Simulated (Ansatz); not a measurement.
# Two runs on Ge

System: Ge (1 atom in the cell).
Method of run A: Kohn-Sham DFT of a periodic cell, BLYP with D3(BJ), Ansatz PAW, no spin polarisation (Ansatz 0.2.0).

The structure derives from a Materials Project entry. Text and figures count atoms from 1; the logs count them from 0 in places.

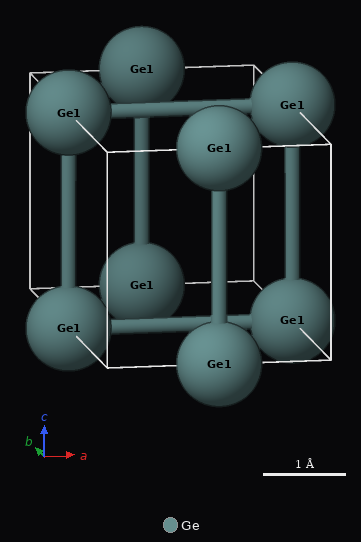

Figure 1. The structure as given in the input (ball-and-stick view of the cell 2 times as large as that of the calculation, set on its symmetry axes, seen slightly off an axis; atoms are numbered from 1 in the order of the input). An atom can appear more than once, as a periodic image.

### Input, run A
```yaml
crystal:
  lattice:
    - [1.397149, -2.600516, 0.0]
    - [1.397149, 2.600516, 0.0]
    - [0.0, 0.0, 2.698231]
  atoms:
    - { symbol: Ge, position: [0.5, 0.5, 0.0] }
hamiltonian:
  xc: blyp
  pseudopotentials: { kind: paw }
  dispersion: d3bj
kpoints:
  mp_grid: { grid: [11, 11, 10] }
scf:
  occupations: { method: fermi_dirac, width: 0.05 }
output:
  forces: true
  stress: true
  eigenvalues: true
relax:
  f_tol: 0.01
  max_steps: 40
  cell: { stress_tol: 0.05 }
```

Launched with:
```bash
ansatz run input.yaml --threads 2 --pin off --max-ram 5632MiB --backend cpu --events-out ev --progress --plain --runs-dir out
```

Hardware: 2 threads of Arm Neoverse V1, 24 GiB of memory available, shared host.

### Output, shortened to warnings, some set-up lines, iterations and results (run A)
```
Basis set: ecut = 420 eV, 397 PW (Γ), exchange–correlation on 40×40×40 points (8 copies of the dense FFT grid, shifted against one another)
Symmetry: 8 space group operations
k-points: 216 of 1210
Initial density: superposition of atomic densities (neutral atoms: chi_scale 0, normalization atom), corrected by the library's trained network
[...]
SCF iter   1: F=—  HF=-4305.583461 eV  |F-HF|=—  |Δ(HF+E_count)|=         —  Δρ=8.77e-3  dr2=1.31e-2  ethr=1.77e-3  ⟨swp⟩=5.6  Hψ=14195  notcnv=0
SCF iter   2: F=—  HF=-4305.580746 eV  |F-HF|=—  |Δ(HF+E_count)|=   2.71e-3  Δρ=5.63e-3  dr2=6.07e-3  ethr=9.39e-5  ⟨swp⟩=1.0  Hψ=4109  notcnv=0
SCF iter   3: F=—  HF=-4305.578999 eV  |F-HF|=—  |Δ(HF+E_count)|=   1.75e-3  Δρ=7.89e-4  dr2=6.25e-5  ethr=4.34e-5  ⟨swp⟩=2.2  Hψ=3585  notcnv=0
SCF iter   4: F=—  HF=-4305.579059 eV  |F-HF|=—  |Δ(HF+E_count)|=   5.96e-5  Δρ=6.64e-4  dr2=4.87e-5  ethr=4.46e-7  ⟨swp⟩=2.0  Hψ=3874  notcnv=0
SCF iter   5: F=—  HF=-4305.578989 eV  |F-HF|=—  |Δ(HF+E_count)|=   6.98e-5  Δρ=1.14e-4  dr2=1.43e-6  ethr=3.48e-7  ⟨swp⟩=2.0  Hψ=3866  notcnv=0
[... 27 lines ...]
SCF iter   3: F=—  HF=-4305.585599 eV  |F-HF|=—  |Δ(HF+E_count)|=   4.22e-4  Δρ=3.89e-5  dr2=2.32e-8  ethr=4.10e-9  ⟨swp⟩=3.0  Hψ=3921  notcnv=0
SCF iter   4: F=—  HF=-4305.585604 eV  |F-HF|=—  |Δ(HF+E_count)|=   4.24e-6  Δρ=1.08e-6  dr2=1.04e-10  ethr=1.65e-10  ⟨swp⟩=2.0  Hψ=3893  notcnv=0
SCF iter   5: F=-4305.585604 eV  HF=-4305.585604 eV  |F-HF|=9.09e-11  |Δ(HF+E_count)|=  6.14e-10  Δρ=3.42e-7  dr2=6.96e-12  ethr=1.00e-12  ⟨swp⟩=5.0  Hψ=8770  notcnv=0
SCF 6 converged in 5 iterations: F = -4305.585604 eV  dr2 = 6.96e-12
relax step   6: F+E_penalty+E_count = -4305.58560365 eV  Δ(F+E_penalty+E_count) = +5.623e-5 eV  max|allowed force component| = 0.000e0 eV/Å  Δτ_max = 0.0000 Å  P = -0.012 GPa …
basis re-selected at this cell: Δ(F+E_penalty+E_count) = +5.623e-5 eV, ΔP = +0.004 GPa vs the last step (what re-selecting the basis moved, of the pressure what is left beyond the Pulay correction that the steps carried, after the strain that the cell walked since its last selection, with what the …
SCF converged after 5 iterations
Free energy (F): -4305.585604 eV
Harris-Foulkes:  -4305.585604 eV  (|F-HF|=9.09e-11)
Internal energy: -4305.581514 eV  (E = F + TS)
E sigma→0 (E₀):  -4305.583559 eV
Entropy (-TS):   -0.004089 eV (-4.089 meV/atom)
Fermi energy:    11.048297 eV
--- Per-component energies (eV) ---
  E_band       = -113.667426
  E_kinetic    = 111.475566
  E_local      = -2174.151102  (includes V_loc(G=0)·N_el)
  E_nonlocal   = 411.471923
  E_hartree    = 953.640563
  E_xc         = -74.617065
  E_vxc        = -62.958912  (∫ρ·V_xc dr)
  E_paw        = -2028.478805  (= ΣΔE_a)
  E_vpaw       = -306.786387  (= ΣTr[D̂ρ^β])
  E_aug_tail   = 0.000331  (compensation charges beyond the density's cutoff)
  E_ewald      = -1504.238801
  E_disp       = -0.794792  (pairwise vdW)
  E_core_change = 0.110668  (= ΣΔE_core)
  E_smearing   = -0.004089  (= −TS)
  E_closure    = 0.000000  (closes the sum)
  Σ components = -4305.585604   (vs F -4305.585604, Δ=0.00e0)
--- Forces (eV/Å), atoms counted from 1 ---
  atom   1  Ge     0.00000000     0.00000000     0.00000000
  max |Σ_I F_I| component: 0.00e0 eV/Å
--- Stress (GPa, compression-positive) ---
       -0.016128       0.000000       0.000000
        0.000000      -0.047238       0.000000
        0.000000       0.000000       0.026942
  P = ⅓ Tr σ = -0.0121 GPa (-0.121 kbar)
--- Relaxed structure (5 steps of the walk, 5 accepted, 1 SCFs on fresh bases) ---
  F+E_penalty+E_count = -4305.58560365 eV   max|allowed force component| = 0.000e0 eV/Å   (the final SCF, on the basis selected at the relaxed cell)
  cell:  # Å, volume = 19.3220 Å³
    - [1.4287431082071191, -2.493247586872676, 0.0]
    - [1.4287431082071191, 2.493247586872676, 0.0]
    - [0.0, 0.0, 2.7120826274185754]
  atoms:
    - { symbol: Ge, position: [0.5000000000000001, 0.5000000000000001, 0.0] }
```

For run B the input was changed thus:
```diff
-  dispersion: d3bj
+  dispersion: d4
```

Predict how the results change.

The total energies belong to different models, so their difference says nothing on which is more stable or more accurate. The volume per atom goes from 19.32 to 19.59 Å³. The SCF takes 29 iterations over all geometry steps against 25.

### Output, shortened to warnings, some set-up lines, iterations and results (run B)
```
Basis set: ecut = 420 eV, 397 PW (Γ), exchange–correlation on 40×40×40 points (8 copies of the dense FFT grid, shifted against one another)
Symmetry: 8 space group operations
k-points: 216 of 1210
Initial density: superposition of atomic densities (neutral atoms: chi_scale 0, normalization atom), corrected by the library's trained network
[...]
SCF iter   1: F=—  HF=-4305.507575 eV  |F-HF|=—  |Δ(HF+E_count)|=         —  Δρ=8.77e-3  dr2=1.31e-2  ethr=1.77e-3  ⟨swp⟩=5.6  Hψ=14195  notcnv=0
SCF iter   2: F=—  HF=-4305.504860 eV  |F-HF|=—  |Δ(HF+E_count)|=   2.71e-3  Δρ=5.63e-3  dr2=6.07e-3  ethr=9.39e-5  ⟨swp⟩=1.0  Hψ=4109  notcnv=0
SCF iter   3: F=—  HF=-4305.503113 eV  |F-HF|=—  |Δ(HF+E_count)|=   1.75e-3  Δρ=7.89e-4  dr2=6.25e-5  ethr=4.34e-5  ⟨swp⟩=2.2  Hψ=3585  notcnv=0
SCF iter   4: F=—  HF=-4305.503173 eV  |F-HF|=—  |Δ(HF+E_count)|=   5.96e-5  Δρ=6.64e-4  dr2=4.87e-5  ethr=4.46e-7  ⟨swp⟩=2.0  Hψ=3874  notcnv=0
SCF iter   5: F=—  HF=-4305.503103 eV  |F-HF|=—  |Δ(HF+E_count)|=   6.98e-5  Δρ=1.14e-4  dr2=1.43e-6  ethr=3.48e-7  ⟨swp⟩=2.0  Hψ=3866  notcnv=0
[... 33 lines ...]
SCF iter   4: F=—  HF=-4305.508953 eV  |F-HF|=—  |Δ(HF+E_count)|=   5.44e-7  Δρ=1.53e-6  dr2=2.00e-10  ethr=1.89e-10  ⟨swp⟩=2.0  Hψ=3891  notcnv=0
SCF iter   5: F=—  HF=-4305.508953 eV  |F-HF|=—  |Δ(HF+E_count)|=   1.24e-9  Δρ=5.83e-7  dr2=2.06e-11  ethr=1.00e-12  ⟨swp⟩=5.2  Hψ=8842  notcnv=0
SCF iter   6: F=-4305.508953 eV  HF=-4305.508953 eV  |F-HF|=2.73e-12  |Δ(HF+E_count)|=  2.70e-10  Δρ=7.66e-8  dr2=5.22e-13  ethr=1.00e-12  ⟨swp⟩=5.0  Hψ=8264  notcnv=0
SCF 7 converged in 6 iterations: F = -4305.508953 eV  dr2 = 5.22e-13
relax step   7: F+E_penalty+E_count = -4305.50895273 eV  Δ(F+E_penalty+E_count) = -1.429e-5 eV  max|allowed force component| = 0.000e0 eV/Å  Δτ_max = 0.0000 Å  P = -0.003 GPa …
basis re-selected at this cell: Δ(F+E_penalty+E_count) = -1.429e-5 eV, ΔP = +0.007 GPa vs the last step (what re-selecting the basis moved, of the pressure what is left beyond the Pulay correction that the steps carried, after the strain that the cell walked since its last selection, with what the …
SCF converged after 6 iterations
Free energy (F): -4305.508953 eV
Harris-Foulkes:  -4305.508953 eV  (|F-HF|=2.73e-12)
Internal energy: -4305.504977 eV  (E = F + TS)
E sigma→0 (E₀):  -4305.506965 eV
Entropy (-TS):   -0.003976 eV (-3.976 meV/atom)
Fermi energy:    10.845476 eV
--- Per-component energies (eV) ---
  E_band       = -116.257103
  E_kinetic    = 111.293430
  E_local      = -2184.975454  (includes V_loc(G=0)·N_el)
  E_nonlocal   = 411.371992
  E_hartree    = 957.778322
  E_xc         = -74.539500
  E_vxc        = -62.848419  (∫ρ·V_xc dr)
  E_paw        = -2028.404388  (= ΣΔE_a)
  E_vpaw       = -306.655594  (= ΣTr[D̂ρ^β])
  E_aug_tail   = 0.000280  (compensation charges beyond the density's cutoff)
  E_ewald      = -1497.432143
  E_disp       = -0.708185  (pairwise vdW)
  E_core_change = 0.110668  (= ΣΔE_core)
  E_smearing   = -0.003976  (= −TS)
  E_closure    = 0.000000  (closes the sum)
  Σ components = -4305.508953   (vs F -4305.508953, Δ=0.00e0)
--- Forces (eV/Å), atoms counted from 1 ---
  atom   1  Ge    -0.00000000     0.00000000     0.00000000
  max |Σ_I F_I| component: 2.52e-29 eV/Å
--- Stress (GPa, compression-positive) ---
        0.008107       0.000000       0.000000
        0.000000      -0.017447       0.000000
        0.000000       0.000000       0.000311
  P = ⅓ Tr σ = -0.0030 GPa (-0.030 kbar)
--- Relaxed structure (6 steps of the walk, 6 accepted, 1 SCFs on fresh bases) ---
  F+E_penalty+E_count = -4305.50895273 eV   max|allowed force component| = 0.000e0 eV/Å   (the final SCF, on the basis selected at the relaxed cell)
  cell:  # Å, volume = 19.5866 Å³
    - [1.438105637447979, -2.4986973786524973, 0.0]
    - [1.438105637447979, 2.4986973786524973, 0.0]
    - [0.0, 0.0, 2.7253629633647662]
  atoms:
    - { symbol: Ge, position: [0.49999999999999994, 0.49999999999999994, 0.0] }
```

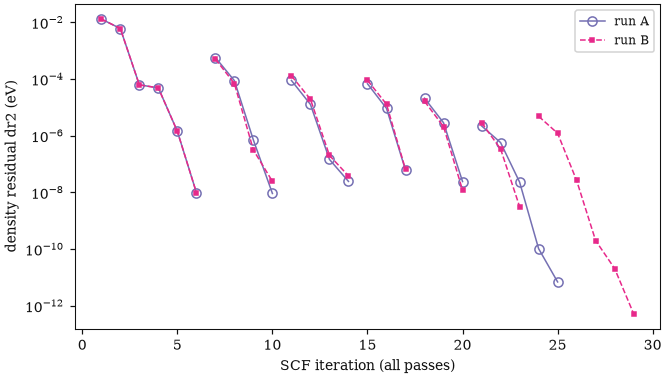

Figure 2. Convergence of the two runs: density residual dr2 against the SCF iteration. A break in a curve parts two SCF passes. Run A takes 25 iterations in all, and run B takes 29.

### The two runs side by side

| quantity | run A | run B |
| --- | --- | --- |
| outcome | converged | converged |
| free energy per atom (eV) | −4305.5856 | −4305.5090 |
| energy per atom, smearing taken to zero (eV) | −4305.5836 | −4305.5070 |
| gap on the mesh (eV) | 0.00 | 0.00 |
| pressure (GPa) | −0.01 | 0.00 |
| volume per atom (Å³) | 19.32 | 19.59 |
| largest force (eV/Å) | 0.000 | 0.000 |
| SCF iterations | 25 | 29 |
| irreducible k-points | 216 | 216 |
| wall time (shared host) | 9.7 s | 12 s |

For both runs: Points of doubt noted for this run: forces on files of another functional.
